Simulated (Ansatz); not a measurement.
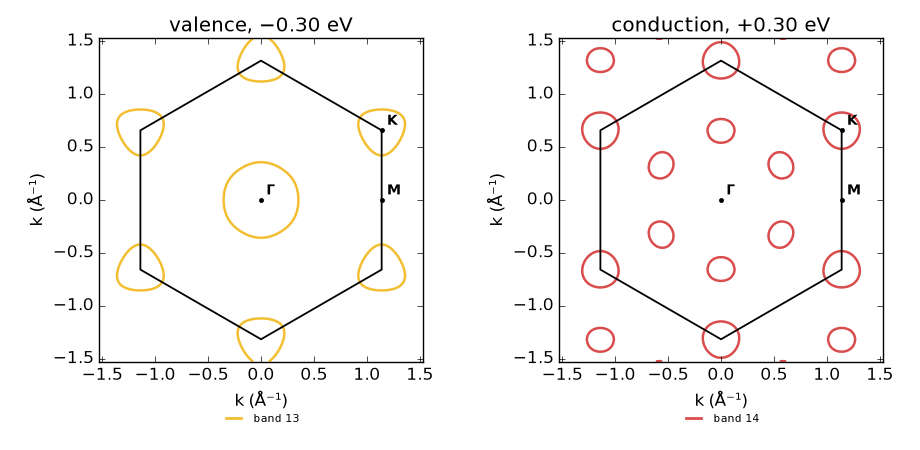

A single layer of WS₂ (space group of the slab cell P-6m2): constant-energy contours at both band edges (energies from each edge).

These are results of DFT PBE, scalar-relativistic, plane waves, PAW; levels and slopes on a dense k mesh at the converged density (Ansatz 0.2.0), not measurements. No spin polarisation. The levels come from a k mesh of 72×72×1 points. The geometry was not relaxed. The cell comes from a database of computed structures, not from a measurement.

Masses come from a second pass at points close to the extrema; at the energies drawn a band may no longer be parabolic.

Is the gap direct or indirect, and how large does the calculation make it?

The gap is direct, 1.81 eV at this level of theory, which underestimates gaps and can reorder valleys that lie close. Another valley lies within 0.05 eV of an edge, so the kind of gap can change with the cell or the functional.

Give the valleys and their effective masses.

Valence band (extrema up to 0.30 eV from the edge): two equivalent maxima at K, mass 0.41 mₑ in all directions; one maximum at Γ, 0.03 eV below the edge, mass 2.78 mₑ in all directions. Band 13 forms the valence edge.
Conduction band (extrema up to 0.30 eV from the edge): two equivalent minima at K, mass 0.30 mₑ in all directions; six equivalent minima on the K–Γ line, 0.22 eV above the edge, principal masses 0.59 and 0.79 mₑ. Band 14 forms the conduction edge.

Spin-orbit coupling, left out here, can change the gap, its kind, the place of the band edges and the masses, since the compound holds W.
